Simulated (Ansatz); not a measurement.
System: TiCo2.

The calculation's input:

```
crystal:
  lattice:
    - [0.0409539793, 3.3008907336, 3.2599367543]
    - [3.3008907336, 0.0409539793, 3.2599367543]
    - [3.3418447129, 3.3418447129, 0.0]
  atoms:
    - { symbol: Ti, position: [0.5004352274, 0.5004352274, 0.4995665763] }
    - { symbol: Ti, position: [0.7495647726, 0.7495647726, 0.7504334237] }
    - { symbol: Co, position: [0.125, 0.125, 0.125] }
    - { symbol: Co, position: [0.625, 0.125, 0.125] }
    - { symbol: Co, position: [0.125, 0.125, 0.625] }
    - { symbol: Co, position: [0.125, 0.625, 0.125] }
basis:
  ecutwfc: 420
kpoints:
  mp_grid: { grid: [10, 10, 10] }
hamiltonian:
  xc: pbesol
scf:
  occupations: { method: gaussian, width: 0.1 }
output:
  forces: true
  stress: true
  eigenvalues: true
  write_density: true
  write_potential: true
  elf: true
  volumetric_format: npy
relax:
  adjacent_minimum: "off"
  f_tol: 0.008
  max_steps: 40
  cell: { stress_tol: 0.015, fix: [c, angles] }
```

Launched as:

```sh
ansatz run input.yaml --threads 1 --pin off --max-ram 2560MiB --backend cpu --events-out ev --progress --plain --runs-dir out
```

Below, planes, directions and counts refer to the conventional cell (a = 4.61 Å, b = 4.73 Å, c = 6.52 Å, α = 90.00°, β = 90.00°, γ = 90.00°).

Space group Imma; changed on purpose from its base cell (uniaxial strain along c, a, b and atoms relaxed: +2.0 %); computed pressure about −2 GPa in this cell; computed without spin polarisation.

Method: DFT PBEsol, scalar-relativistic, plane waves, PAW (Ansatz 0.2.0).

Predict the valence pseudo-density and electron localisation function between the atoms.

Co–Co (2.31 Å): ρ is about 0.48 e/Å³ halfway; the ELF is about 0.25 at the midpoint (no shared electron pair shows on this line).
Ti–Co (2.70 Å): ρ at the midpoint is about 0.27 e/Å³; the ELF is about 0.30 at the midpoint (no shared electron pair shows on this line).
Ti–Ti (2.83 Å): ρ at the midpoint is about 0.16 e/Å³; the ELF is about 0.15 at the midpoint; no shared electron pair shows on this line.

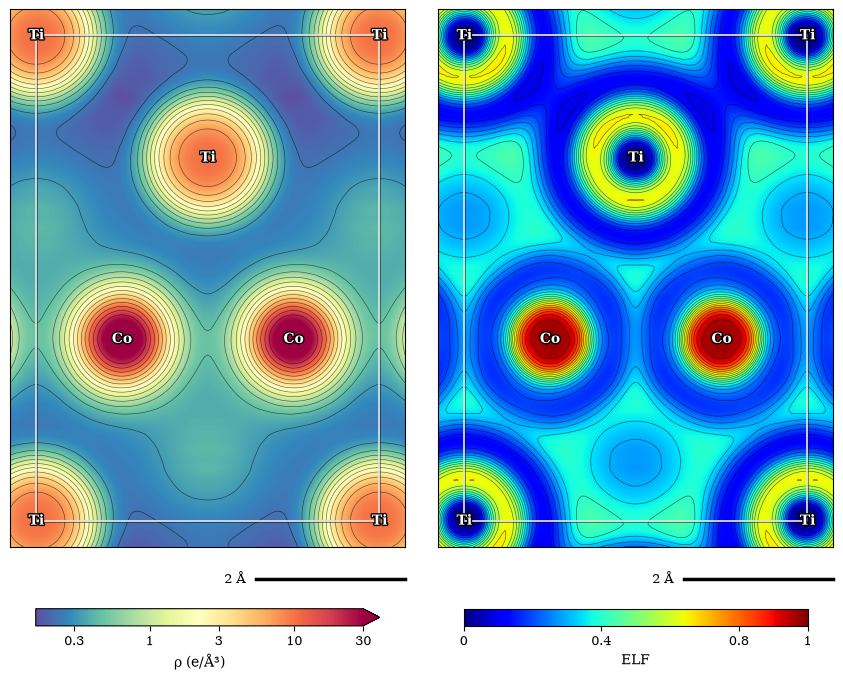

Computed valence pseudo-density and electron localisation function on the (010) plane of the conventional cell, in this order. 

The density is the valence pseudo-density of a PAW calculation; it isn't the true density close to the nuclei.
